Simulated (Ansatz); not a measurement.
## Energy of Ru along a strain of the cell

System: Ru (I4/mmm, 1 atom in the cell).
Method: DFT PBE, scalar-relativistic, plane waves, PAW, no spin polarisation (Ansatz 0.2.0).

The 6 runs differ only in the geometry, by a strain of the cell at fixed fractional positions. Against run 4, the strain is εzz = η. The structure derives from an entry of the Crystallography Open Database.

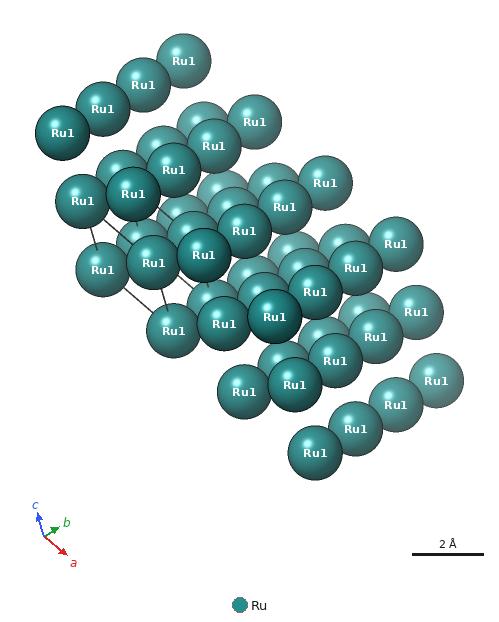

Figure 1. The structure of run 4 (spheres-only view of the reduced cell, repeated 3 × 3 × 2, seen slightly off an axis; atoms are numbered from 1 in the order of the input).

## Input of run 4
```yaml
crystal:
  lattice:
    - [0.0, 1.915, 1.962875]
    - [1.915, 0.0, 1.962875]
    - [1.915, 1.915, 0.0]
  atoms:
    - { symbol: Ru, position: [0.0, 0.0, 0.0] }
basis:
  ecutwfc: 420
kpoints:
  mp_grid: { grid: [22, 22, 22] }
hamiltonian:
  xc: pbe
scf:
  occupations: { method: gaussian, width: 0.15 }
output:
  forces: true
  stress: true
  eigenvalues: true
```

Lattice vectors (Å) and fractional positions of run 4:
```
   0.000000    1.915000    1.962875
   1.915000    0.000000    1.962875
   1.915000    1.915000    0.000000
Ru  0.000000  0.000000  0.000000
```

Run 3 differs from it as follows:
```diff
-    - [0.0, 1.915, 1.962875]
-    - [1.915, 0.0, 1.962875]
+    - [0.0, 1.915, 1.81925]
+    - [1.915, 0.0, 1.81925]
```

## Results, with one run withheld

```tsv
run	strain parameter η (%)	free energy per atom, from the lowest run given (meV)	pressure (GPa)
1	−12.1951	186.55	36.03
2	−9.7561	79.87	23.27
3	−7.3171	?	?
4	0.0000	0.00	−11.02
5	4.8780	102.44	−20.98
6	7.3171	177.70	−24.66
```

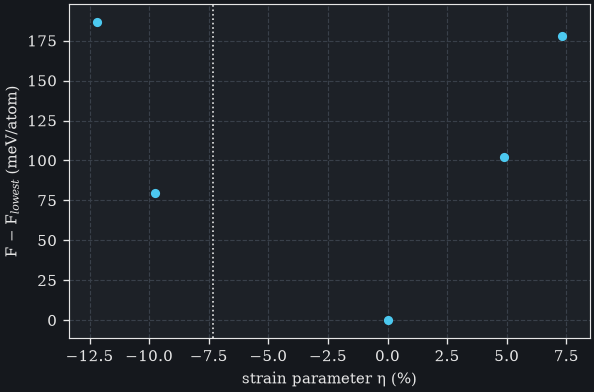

Figure 2. Free energy per atom of the runs given; the dotted line marks run 3.

What should run 3 give?

A cubic polynomial in the coordinate, fitted to the 5 runs given, misses them by at most 1.17 meV per atom. With x = η + 1.9512, it reads F = −20.629 + 6.2804 x + 2.0802 x² − 0.049184 x³ (meV per atom). At run 3 it gives 13.16 meV per atom, and the run itself gives 13.49. The fit has its minimum at η = −3.3876 %.

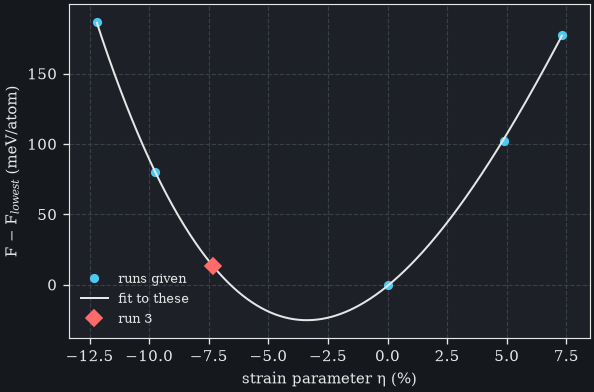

Figure 3. The fit and the withheld run.

## Output, shortened to warnings, some set-up lines, iterations and results (run 3)
```
Basis set: ecut = 420 eV, 275 PW (Γ), exchange–correlation on 36×36×40 points (8 copies of the dense FFT grid, shifted against one another)
Symmetry: 16 space group operations
k-points: 834 of 10648
Initial density: superposition of atomic densities (neutral atoms: chi_scale 0, normalization atom), corrected by the library's trained network
[...]
SCF iter   1: F=—  HF=-5878.545415 eV  |F-HF|=—  |Δ(HF+E_count)|=         —  Δρ=7.13e-3  dr2=1.43e-3  ethr=1.77e-3  ⟨swp⟩=5.0  Hψ=55286  notcnv=0
SCF iter   2: F=—  HF=-5878.544952 eV  |F-HF|=—  |Δ(HF+E_count)|=   4.63e-4  Δρ=3.21e-3  dr2=2.57e-4  ethr=8.95e-6  ⟨swp⟩=2.2  Hψ=21562  notcnv=0
SCF iter   3: F=—  HF=-5878.545066 eV  |F-HF|=—  |Δ(HF+E_count)|=   1.14e-4  Δρ=8.48e-4  dr2=5.97e-5  ethr=1.61e-6  ⟨swp⟩=2.3  Hψ=14713  notcnv=0
SCF iter   4: F=—  HF=-5878.545053 eV  |F-HF|=—  |Δ(HF+E_count)|=   1.27e-5  Δρ=1.72e-4  dr2=9.94e-7  ethr=3.73e-7  ⟨swp⟩=2.6  Hψ=15273  notcnv=0
SCF iter   5: F=-5878.545054 eV  HF=-5878.545054 eV  |F-HF|=3.99e-8  |Δ(HF+E_count)|=   1.07e-6  Δρ=2.87e-5  dr2=2.93e-8  ethr=6.21e-9  ⟨swp⟩=2.2  Hψ=14804  notcnv=0
SCF iter   6: F=-5878.545054 eV  HF=-5878.545054 eV  |F-HF|=1.33e-10  |Δ(HF+E_count)|=   4.37e-8  Δρ=1.88e-6  dr2=2.60e-10  ethr=1.83e-10  ⟨swp⟩=2.6  Hψ=34912  notcnv=0
SCF 1 converged in 6 iterations: F = -5878.545054 eV  dr2 = 2.60e-10
SCF converged after 6 iterations
Free energy (F): -5878.545054 eV
Harris-Foulkes:  -5878.545054 eV  (|F-HF|=1.33e-10)
Internal energy: -5878.535015 eV  (E = F + TS)
E sigma→0 (E₀):  -5878.540035 eV
Entropy (-TS):   -0.010039 eV (-10.039 meV/atom)
Fermi energy:    23.954002 eV
--- Per-component energies (eV) ---
  E_band       = -45.415706
  E_kinetic    = 515.384907
  E_local      = -1239.460083  (includes V_loc(G=0)·N_el)
  E_nonlocal   = 343.256429
  E_hartree    = 398.514812
  E_xc         = -190.990860
  E_vxc        = -239.830862  (∫ρ·V_xc dr)
  E_paw        = -3460.829795  (= ΣΔE_a)
  E_vpaw       = -221.794909  (= ΣTr[D̂ρ^β])
  E_aug_tail   = -0.000194  (compensation charges beyond the density's cutoff)
  E_ewald      = -2244.410230
  E_smearing   = -0.010039  (= −TS)
  E_closure    = -0.000000  (closes the sum)
  Σ components = -5878.545054   (vs F -5878.545054, Δ=0.00e0)
--- Forces (eV/Å), atoms counted from 1 ---
  atom   1  Ru     0.00000000     0.00000000     0.00000000
  max |Σ_I F_I| component: 9.86e-32 eV/Å
--- Stress (GPa, compression-positive) ---
        7.648218       0.000000       0.000000
        0.000000       7.648218       0.000000
        0.000000       0.000000      21.970095
  P = ⅓ Tr σ = 12.4222 GPa (124.222 kbar)
```
